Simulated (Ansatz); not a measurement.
## Run report: SnGe31, single-point calculation (part 2 of 2)

SnGe31 (32 atoms in the cell); DFT PBEsol, scalar-relativistic, plane waves, PAW, no spin polarisation (Ansatz 0.2.0); cutoff 420 eV, 6×6×6 k-mesh, Gaussian smearing of 0.1 eV. The structure was built on a prototype by a generator; it need not be a known phase.

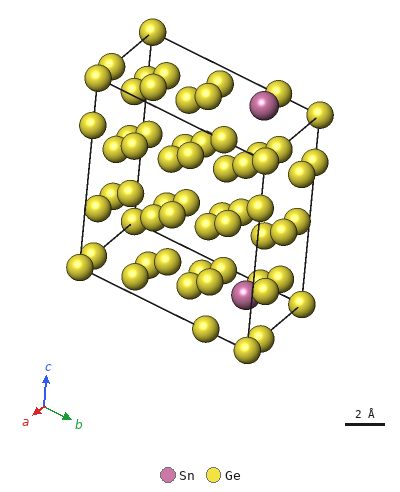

The structure (spheres-only view of the cell of the calculation, seen slightly off an axis).

### Output, continued
```
  k-point 1: bands = ["-16.5608", "-16.5577", "-16.5554", "-16.5547", "-16.5541", "-16.5529", "-16.5525", "-16.5519", "-16.5510", "-16.5509", "-16.5491", "-16.5488", "-16.5477", "-16.5473", "-16.5461", "-16.5453", "-16.5450", "-16.5442", "-16.5435", "-16.5418", "-16.5413", "-16.5410", "-16.5350", "-16.5350", "-16.5348", "-16.5319", "-16.5318", "-16.5167", "-16.5151", "-16.5144", "-16.5042", "-16.5035", "-16.5030", "-16.4800", "-16.4790", "-16.4787", "-16.4733", "-16.4724", "-16.4681", "-16.4664",
      "-16.4655", "-16.4621", "-16.4616", "-16.4616", "-16.4585", "-16.4580", "-16.4570", "-16.4473", "-16.4443", "-16.4438", "-16.4430", "-16.4412", "-16.4405", "-16.4375", "-16.4361", "-16.4344", "-16.4313", "-16.4293", "-16.4279", "-16.4234", "-16.4184", "-16.4178", "-16.4165", "-16.4147", "-16.4114", "-16.4084", "-16.4083", "-16.4061", "-16.4014", "-16.4006", "-16.4000", "-16.3986", "-16.3817", "-16.3795", "-16.3741", "-16.3644", "-16.3644", "-16.3626", "-16.3623", "-16.3554",
      "-16.3549", "-16.3506", "-16.3484", "-16.3477", "-16.3445", "-16.3420", "-16.3400", "-16.3373", "-16.3364", "-16.3358", "-16.3349", "-16.3347", "-16.3330", "-16.3311", "-16.3267", "-16.3267", "-16.3229", "-16.3214", "-16.3208", "-16.3172", "-16.3167", "-16.3141", "-16.3107", "-16.3106", "-16.3065", "-16.3064", "-16.3046", "-16.3040", "-16.3036", "-16.3010", "-16.2957", "-16.2927", "-16.2921", "-16.2836", "-16.2822", "-16.2819", "-16.2776", "-16.2761", "-16.2725", "-16.2668",
      "-16.2667", "-16.2656", "-16.2643", "-16.2562", "-16.2536", "-16.2493", "-16.2483", "-16.2476", "-16.2335", "-16.2335", "-16.2332", "-16.2317", "-16.2287", "-16.2281", "-16.2276", "-16.2266", "-16.2240", "-16.2237", "-16.2210", "-16.2206", "-16.2205", "-16.2198", "-16.2187", "-16.2185", "-16.2180", "-16.2178", "-16.2162", "-16.1992", "-16.1983", "-16.1964", "-16.1961", "-16.1957", "-16.1947", "-16.1946", "-16.1944", "-13.0756", "-13.0756", "-13.0756", "-13.0368", "-13.0368",
      "-4.3074", "-3.0479", "-2.7894", "-2.7783", "-2.7652", "-2.6820", "-2.4704", "-2.4332", "-2.2591", "-2.2460", "-2.2285", "-2.0961", "-1.8601", "-1.1310", "-1.0460", "-0.5676", "-0.4448", "0.0524", "0.1510", "1.0712", "1.2802", "1.3095", "1.3312", "1.4458", "1.7184", "1.7750", "2.0198", "2.0615", "2.0826", "2.2151", "2.6554", "4.0621", "4.3507", "4.3737", "4.3899", "4.3993", "4.5089", "4.5358", "4.8617", "4.8860",
      "4.8874", "4.9441", "4.9822", "5.0799", "5.2024", "5.2188", "5.2239", "5.2604", "5.3178", "6.3733", "6.4239", "6.4546", "6.4714", "6.5244", "6.5605", "6.5966", "6.8601", "6.9160", "6.9326", "6.9832", "7.0770", "7.2419", "8.0334", "8.2630", "8.9600", "8.9924", "9.0051", "9.1233", "9.3024", "9.3128", "9.4835", "9.9189", "10.1138", "10.1263", "10.1393", "10.1558", "10.2317", "10.2565", "10.2884", "10.2935",
      "10.4102", "10.5963", "10.7461"]
  k-point 2: bands = ["-16.5628", "-16.5601", "-16.5566", "-16.5561", "-16.5560", "-16.5548", "-16.5522", "-16.5518", "-16.5512", "-16.5511", "-16.5490", "-16.5478", "-16.5466", "-16.5461", "-16.5455", "-16.5449", "-16.5435", "-16.5427", "-16.5423", "-16.5388", "-16.5377", "-16.5370", "-16.5347", "-16.5334", "-16.5334", "-16.5286", "-16.5284", "-16.5224", "-16.5180", "-16.5137", "-16.5092", "-16.5070", "-16.5061", "-16.4874", "-16.4874", "-16.4840", "-16.4749", "-16.4729", "-16.4713", "-16.4701",
      "-16.4645", "-16.4635", "-16.4613", "-16.4601", "-16.4590", "-16.4580", "-16.4552", "-16.4476", "-16.4442", "-16.4429", "-16.4392", "-16.4388", "-16.4338", "-16.4301", "-16.4279", "-16.4278", "-16.4263", "-16.4246", "-16.4224", "-16.4216", "-16.4197", "-16.4197", "-16.4145", "-16.4142", "-16.4083", "-16.4067", "-16.4046", "-16.4032", "-16.3992", "-16.3976", "-16.3949", "-16.3908", "-16.3877", "-16.3872", "-16.3774", "-16.3738", "-16.3721", "-16.3707", "-16.3651", "-16.3579",
      "-16.3576", "-16.3555", "-16.3532", "-16.3500", "-16.3484", "-16.3474", "-16.3472", "-16.3432", "-16.3395", "-16.3375", "-16.3364", "-16.3354", "-16.3343", "-16.3293", "-16.3268", "-16.3254", "-16.3236", "-16.3235", "-16.3203", "-16.3188", "-16.3166", "-16.3147", "-16.3085", "-16.3074", "-16.3066", "-16.3011", "-16.3001", "-16.2996", "-16.2974", "-16.2921", "-16.2920", "-16.2910", "-16.2872", "-16.2856", "-16.2811", "-16.2793", "-16.2777", "-16.2764", "-16.2681", "-16.2669",
      "-16.2651", "-16.2638", "-16.2609", "-16.2550", "-16.2508", "-16.2489", "-16.2486", "-16.2453", "-16.2401", "-16.2376", "-16.2356", "-16.2345", "-16.2331", "-16.2302", "-16.2289", "-16.2281", "-16.2255", "-16.2243", "-16.2223", "-16.2215", "-16.2208", "-16.2199", "-16.2182", "-16.2181", "-16.2176", "-16.2164", "-16.2138", "-16.1992", "-16.1974", "-16.1974", "-16.1961", "-16.1956", "-16.1941", "-16.1934", "-16.1933", "-13.0756", "-13.0756", "-13.0756", "-13.0368", "-13.0368",
      "-4.1429", "-3.4989", "-2.9390", "-2.9275", "-2.9154", "-2.8088", "-2.2976", "-2.2620", "-1.9800", "-1.9687", "-1.9453", "-1.8290", "-1.6197", "-1.5472", "-1.3387", "-0.6955", "-0.2623", "0.4973", "0.6568", "0.7158", "0.8360", "0.8616", "0.9073", "1.0297", "1.5338", "1.6090", "2.1234", "2.1539", "2.1911", "2.2881", "3.5832", "3.8928", "4.4032", "4.4739", "4.4892", "4.5217", "4.5324", "4.6354", "4.6644", "5.0298",
      "5.0520", "5.2234", "5.2595", "5.4508", "5.5400", "5.5668", "5.5811", "5.6745", "5.7730", "5.7972", "5.8407", "5.9294", "6.0064", "6.1476", "6.1966", "6.2123", "6.2391", "6.7485", "6.7891", "6.8262", "6.9179", "7.3883", "7.6093", "8.1415", "9.1330", "9.3869", "9.3886", "9.5738", "9.6676", "9.9033", "9.9246", "10.0091", "10.0154", "10.0380", "10.1257", "10.1892", "10.3439", "10.4056", "10.4259", "10.4702",
      "10.6985", "10.9787", "11.0203"]
  k-point 15: bands = ["-16.5620", "-16.5620", "-16.5620", "-16.5609", "-16.5588", "-16.5588", "-16.5563", "-16.5563", "-16.5563", "-16.5504", "-16.5504", "-16.5504", "-16.5377", "-16.5377", "-16.5377", "-16.5333", "-16.5333", "-16.5333", "-16.5316", "-16.5316", "-16.5316", "-16.5311", "-16.5311", "-16.5288", "-16.5288", "-16.5288", "-16.5230", "-16.5219", "-16.5219", "-16.5219", "-16.5218", "-16.5218", "-16.5218", "-16.5091", "-16.5091", "-16.4958", "-16.4915", "-16.4915", "-16.4915", "-16.4501",
      "-16.4501", "-16.4501", "-16.4483", "-16.4483", "-16.4483", "-16.4483", "-16.4406", "-16.4406", "-16.4385", "-16.4385", "-16.4385", "-16.4384", "-16.4384", "-16.4384", "-16.4237", "-16.4237", "-16.4205", "-16.4193", "-16.4193", "-16.4193", "-16.4143", "-16.4143", "-16.4143", "-16.4093", "-16.4093", "-16.4093", "-16.4073", "-16.4073", "-16.3967", "-16.3855", "-16.3855", "-16.3839", "-16.3839", "-16.3839", "-16.3746", "-16.3746", "-16.3746", "-16.3725", "-16.3696", "-16.3696",
      "-16.3696", "-16.3657", "-16.3657", "-16.3657", "-16.3586", "-16.3542", "-16.3542", "-16.3524", "-16.3524", "-16.3427", "-16.3427", "-16.3427", "-16.3368", "-16.3368", "-16.3368", "-16.3323", "-16.3323", "-16.3323", "-16.3242", "-16.3102", "-16.3102", "-16.3102", "-16.3017", "-16.3017", "-16.3017", "-16.2979", "-16.2979", "-16.2912", "-16.2912", "-16.2912", "-16.2911", "-16.2836", "-16.2836", "-16.2819", "-16.2678", "-16.2678", "-16.2678", "-16.2630", "-16.2630", "-16.2630",
      "-16.2570", "-16.2570", "-16.2570", "-16.2463", "-16.2463", "-16.2463", "-16.2449", "-16.2449", "-16.2436", "-16.2436", "-16.2436", "-16.2392", "-16.2392", "-16.2392", "-16.2374", "-16.2342", "-16.2342", "-16.2307", "-16.2307", "-16.2307", "-16.2237", "-16.2237", "-16.2237", "-16.2194", "-16.2092", "-16.2092", "-16.2092", "-16.2000", "-16.2000", "-16.2000", "-16.1925", "-16.1925", "-16.1925", "-16.1914", "-16.1914", "-13.0755", "-13.0755", "-13.0755", "-13.0368", "-13.0368",
      "-3.4161", "-3.4161", "-3.3958", "-3.3958", "-3.3958", "-3.1835", "-2.3328", "-2.3328", "-2.3328", "-2.2033", "-0.5137", "-0.5137", "-0.5137", "-0.4953", "-0.4953", "-0.4518", "-0.4518", "-0.4518", "-0.4329", "-0.4329", "-0.4329", "0.0559", "0.7528", "0.7528", "0.7528", "0.8345", "3.5335", "3.5335", "3.5390", "3.5390", "3.5390", "3.7635", "4.3630", "4.3630", "4.3630", "4.3756", "4.4109", "4.4109", "4.4109", "4.4785",
      "4.4785", "4.5252", "4.5252", "4.5252", "6.2233", "6.2233", "6.2233", "6.2458", "6.2458", "6.2458", "6.2644", "6.2644", "6.2644", "6.3803", "6.3803", "6.3803", "6.8290", "6.8290", "6.8858", "6.8858", "6.8858", "7.0435", "7.0435", "7.0435", "8.3051", "8.3051", "8.3051", "8.4896", "9.2086", "9.2086", "9.2576", "9.2576", "9.2576", "9.3033", "10.8676", "10.8676", "10.8676", "10.9310", "10.9487", "10.9487",
      "11.9239", "11.9239", "11.9239"]
```

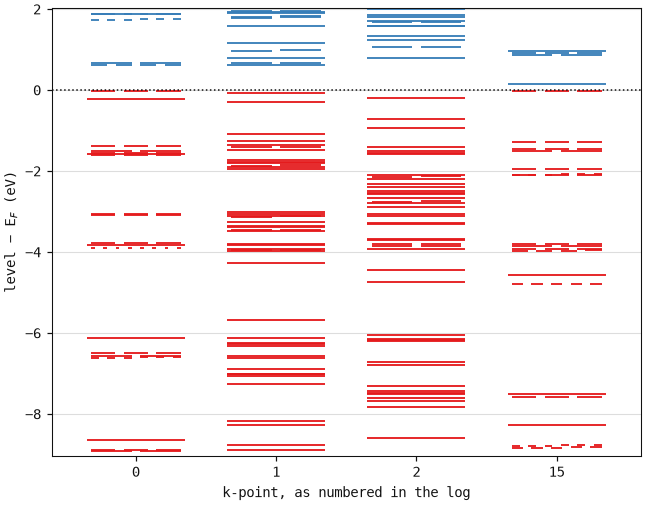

Kohn–Sham levels near the Fermi level (dotted) at the few k-points that the log prints; levels within 0.02 eV of each other stand side by side. The system is metallic on the full mesh.

### Summary

```json
{"quantity": "outcome", "value": "converged"}
{"quantity": "space group (tolerance 0.01 Å)", "value": "I-43m (217)"}
{"quantity": "electrons treated", "value": "448"}
{"quantity": "free energy", "value": "−137807.9453 eV"}
{"quantity": "Fermi energy", "value": "8.333 eV"}
{"quantity": "gap on the k-point mesh", "value": "none (metallic)"}
{"quantity": "pressure", "value": "0.00 GPa"}
{"quantity": "largest force (length of the vector)", "value": "0.001 eV/Å"}
{"quantity": "hardware", "value": "8 threads of AMD EPYC (Zen 3), 32 GiB of memory available, shared host"}
{"quantity": "wall time", "value": "86 s (CPU time 11 min)"}
{"quantity": "peak memory", "value": "7.3 GiB"}
```
